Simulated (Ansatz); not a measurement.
**Single-point calculation, with input and output: GaN (part 2 of 2)**

GaN (32 atoms in the cell); DFT PBE, scalar-relativistic, plane waves, PAW, no spin polarisation (Ansatz 0.2.0); cutoff 420 eV, 2×2×2 k-mesh, Gaussian smearing of 0.01 eV. The structure derives from a Materials Project entry. It belongs to a series of runs on one base structure; here: the perfect crystal in a cell of 32 atoms.

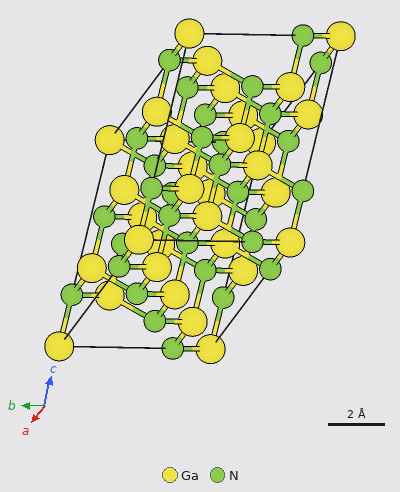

**Figure 1.** The input geometry (ball-and-stick view of the cell of the calculation, seen at an oblique angle).

**Output, continued**
```
  k-point 0: bands = ["-6.4610", "-5.6437", "-5.6437", "-5.6437", "-5.6437", "-5.6437", "-5.6437", "-5.6437", "-5.6437", "-5.6437", "-5.6437", "-5.6437", "-5.6437", "-5.5238", "-5.5238", "-5.5238", "-4.2271", "-4.2271", "-4.2271", "-4.1450", "-4.1450", "-4.1450", "-4.1364", "-4.1364", "-4.1364", "-4.1364", "-4.1364", "-4.1364", "-4.1364", "-4.1364", "-4.1364", "-4.1364", "-4.1364", "-4.1364", "-4.0914", "-4.0914", "-4.0914", "-4.0914", "-4.0914", "-4.0914",
      "-4.0914", "-4.0914", "-4.0914", "-4.0914", "-4.0914", "-4.0914", "-3.9501", "-3.9501", "-3.9501", "-3.9501", "-3.9501", "-3.9501", "-3.9493", "-3.9493", "-3.9493", "-3.9493", "-3.9493", "-3.9493", "-3.9493", "-3.9493", "-3.9493", "-3.9493", "-3.9493", "-3.9493", "-3.9427", "-3.9427", "-3.9427", "-3.9427", "-3.9427", "-3.9427", "-3.9427", "-3.9427", "-3.9427", "-3.9427", "-3.9427", "-3.9427", "-3.9367", "-3.9367", "-3.8665", "-3.8665",
      "-3.8665", "-2.9021", "-2.9021", "-2.9021", "-2.9021", "-2.9021", "-2.9021", "-2.9021", "-2.9021", "-2.9021", "-2.9021", "-2.9021", "-2.9021", "-2.2369", "-2.2369", "-2.2369", "3.2270", "3.2270", "3.2270", "4.0116", "4.0116", "4.0116", "4.0116", "4.0116", "4.0116", "4.0116", "4.0116", "4.0116", "4.0116", "4.0116", "4.0116", "6.0759", "6.0759", "6.0759", "6.0759", "6.0759", "6.0759", "6.0759", "6.0759", "6.0759",
      "6.0759", "6.0759", "6.0759", "6.6335", "6.6335", "6.6335", "6.6335", "6.6335", "6.6335", "8.2487", "8.2487", "8.2487", "8.2487", "8.2487", "8.2487", "8.2487", "8.2487", "8.2487", "8.2487", "8.2487", "8.2487", "9.2412", "9.2412", "9.2412", "10.7811", "12.5858", "12.5858", "12.5858", "15.4806", "15.4806", "15.4806", "15.4806", "15.4806", "15.4806", "15.4806", "15.4806", "15.4806", "15.4806", "15.4806", "15.4806",
      "15.7405", "15.7405", "15.7405", "16.6714", "16.6714", "16.6714", "16.6714", "16.6714", "16.6714", "16.6714", "16.6714", "16.6714", "16.6714", "16.6714", "16.6714", "18.5864"]
  k-point 1: bands = ["-6.0901", "-6.0901", "-5.7329", "-5.7329", "-5.7329", "-5.7329", "-5.5814", "-5.5814", "-5.5814", "-5.5814", "-5.5714", "-5.5714", "-5.5714", "-5.5714", "-5.5306", "-5.5306", "-4.1856", "-4.1856", "-4.1754", "-4.1754", "-4.1465", "-4.1465", "-4.1465", "-4.1465", "-4.1313", "-4.1313", "-4.1313", "-4.1313", "-4.1220", "-4.1220", "-4.1220", "-4.1220", "-4.1182", "-4.1182", "-4.0988", "-4.0988", "-4.0988", "-4.0988", "-4.0749", "-4.0749",
      "-4.0749", "-4.0749", "-4.0556", "-4.0556", "-4.0556", "-4.0556", "-4.0268", "-4.0268", "-3.9934", "-3.9934", "-3.9917", "-3.9917", "-3.9835", "-3.9835", "-3.9835", "-3.9835", "-3.9694", "-3.9694", "-3.9694", "-3.9694", "-3.9532", "-3.9532", "-3.9532", "-3.9532", "-3.9515", "-3.9515", "-3.9069", "-3.9069", "-3.9060", "-3.9060", "-3.9060", "-3.9060", "-3.9009", "-3.9009", "-3.8976", "-3.8976", "-3.8976", "-3.8976", "-3.8880", "-3.8880",
      "-3.8880", "-3.8880", "-3.2913", "-3.2913", "-3.2913", "-3.2913", "-2.6302", "-2.6302", "-2.6302", "-2.6302", "-2.3671", "-2.3671", "-2.3671", "-2.3671", "-2.0931", "-2.0931", "2.9806", "2.9806", "2.9806", "2.9806", "3.4852", "3.4852", "3.9041", "3.9041", "3.9041", "3.9041", "4.0793", "4.0793", "4.0793", "4.0793", "5.1330", "5.1330", "6.3164", "6.3164", "6.3164", "6.3164", "6.3406", "6.3406", "6.3406", "6.3406",
      "6.5554", "6.5554", "6.9240", "6.9240", "6.9240", "6.9240", "7.1448", "7.1448", "7.5358", "7.5358", "7.5358", "7.5358", "7.9271", "7.9271", "7.9271", "7.9271", "8.0464", "8.0464", "8.0464", "8.0464", "8.2524", "8.2524", "9.0399", "9.0399", "12.9932", "12.9932", "14.1818", "14.1818", "14.1818", "14.1818", "14.1899", "14.1899", "14.2299", "14.2299", "14.2299", "14.2299", "15.6555", "15.6555", "15.6555", "15.6555",
      "16.1873", "16.1873", "16.1873", "16.1873", "16.5201", "16.5201", "16.5201", "16.5201", "16.8807", "16.8807", "17.1990", "17.1990", "17.1990", "17.1990", "18.0645", "18.0645"]
  k-point 2: bands = ["-5.8314", "-5.8314", "-5.8314", "-5.8314", "-5.8314", "-5.8314", "-5.6656", "-5.6656", "-5.6656", "-5.6656", "-5.5198", "-5.5198", "-5.5198", "-5.5198", "-5.5198", "-5.5198", "-4.1472", "-4.1472", "-4.1472", "-4.1472", "-4.1472", "-4.1472", "-4.1472", "-4.1472", "-4.0969", "-4.0969", "-4.0969", "-4.0969", "-4.0969", "-4.0969", "-4.0969", "-4.0969", "-4.0969", "-4.0969", "-4.0969", "-4.0969", "-4.0888", "-4.0888", "-4.0888", "-4.0888",
      "-4.0888", "-4.0888", "-4.0691", "-4.0691", "-4.0691", "-4.0691", "-4.0691", "-4.0691", "-4.0661", "-4.0661", "-4.0661", "-4.0661", "-4.0661", "-4.0661", "-3.9283", "-3.9283", "-3.9283", "-3.9283", "-3.9283", "-3.9283", "-3.9258", "-3.9258", "-3.9258", "-3.9258", "-3.9258", "-3.9258", "-3.9016", "-3.9016", "-3.9016", "-3.9016", "-3.9016", "-3.9016", "-3.8932", "-3.8932", "-3.8932", "-3.8932", "-3.8932", "-3.8932", "-3.8932", "-3.8932",
      "-3.7085", "-3.7085", "-3.7085", "-3.7085", "-3.7085", "-3.7085", "-2.6709", "-2.6709", "-2.6709", "-2.6709", "-1.9799", "-1.9799", "-1.9799", "-1.9799", "-1.9799", "-1.9799", "2.3807", "2.3807", "2.3807", "2.3807", "3.6464", "3.6464", "3.6464", "3.6464", "3.6464", "3.6464", "5.6674", "5.6674", "5.6674", "5.6674", "5.6674", "5.6674", "5.7364", "5.7364", "5.7364", "5.7364", "5.7364", "5.7364", "5.8199", "5.8199",
      "5.8199", "5.8199", "5.8199", "5.8199", "7.8060", "7.8060", "7.8060", "7.8060", "7.8060", "7.8060", "7.8060", "7.8060", "7.8060", "7.8060", "7.8060", "7.8060", "8.3059", "8.3059", "8.3059", "8.3059", "8.3059", "8.3059", "8.3059", "8.3059", "13.6901", "13.6901", "13.6901", "13.6901", "13.7056", "13.7056", "13.7056", "13.7056", "13.7056", "13.7056", "15.4046", "15.4046", "15.4046", "15.4046", "15.4046", "15.4046",
      "16.4597", "16.4597", "16.4597", "16.4597", "16.4597", "16.4597", "17.3495", "17.3495", "17.3495", "17.3495", "17.3495", "17.3495", "17.8237", "17.8237", "17.8237", "17.8237"]
```

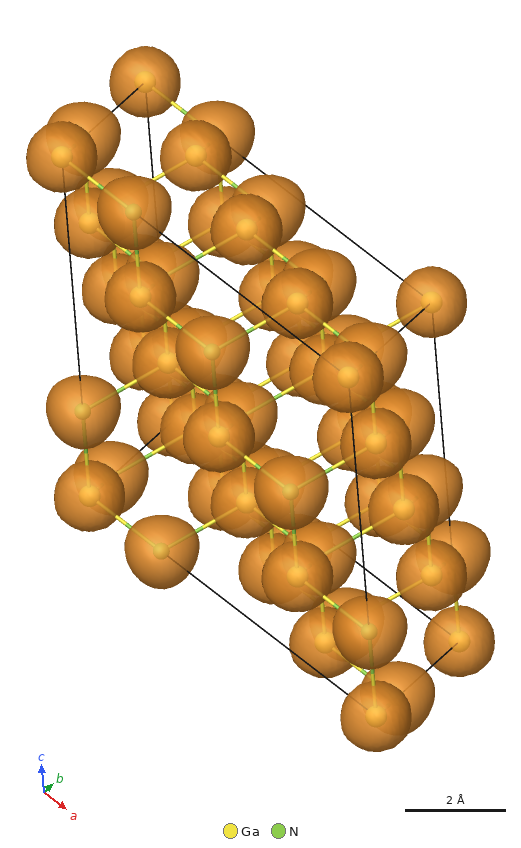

**Figure 2.** Isosurface of the valence charge density (pseudo) at 1 e/Å³ (orange), seen slightly off an axis. Sticks mark near contacts. The outline is the calculation cell. At this value the density breaks into separate islands; it holds about 70 % of the electrons treated as valence (semicore included). It is pinched off along the Ga–N (1.97 Å) contacts. On the grid the lowest density along these lines, outside the cores, is 0.7 e/Å³ (Ga–N, 1.97 Å). In a PAW calculation such maps are meaningful between the atoms, not at the nuclei.

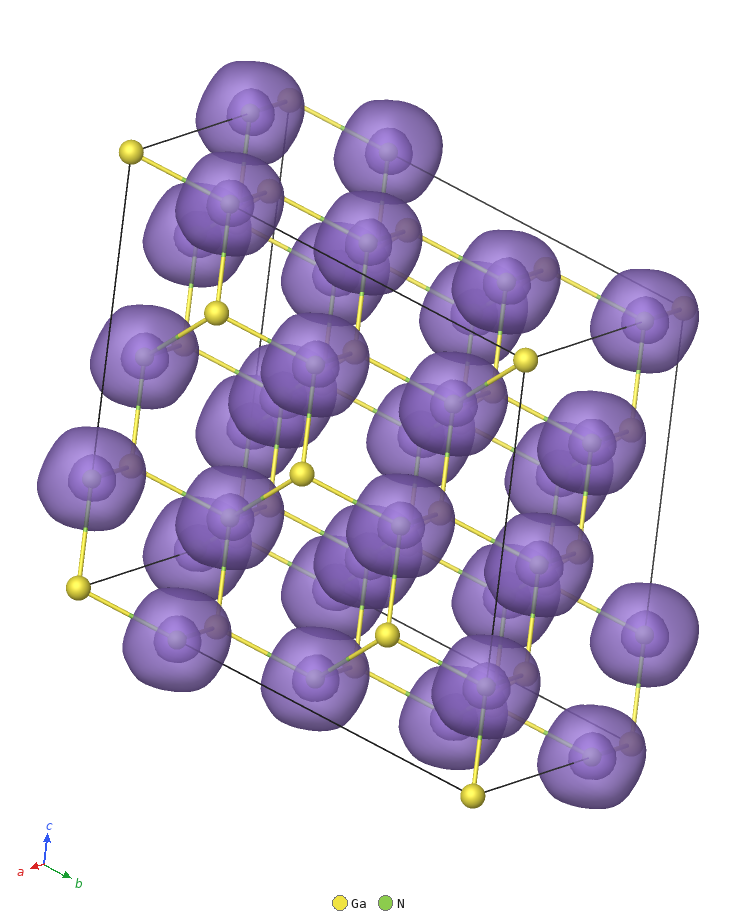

**Figure 3.** Isosurface of the ELF at 0.65 (purple), seen slightly off an axis. Only the valence region is drawn (cores and ρ < 0.01 e/Å³ removed). Sticks mark near contacts. The outline is the calculation cell. Values along the shortest contacts: Ga–N (1.97 Å): the ELF is about 0.50 at the midpoint.
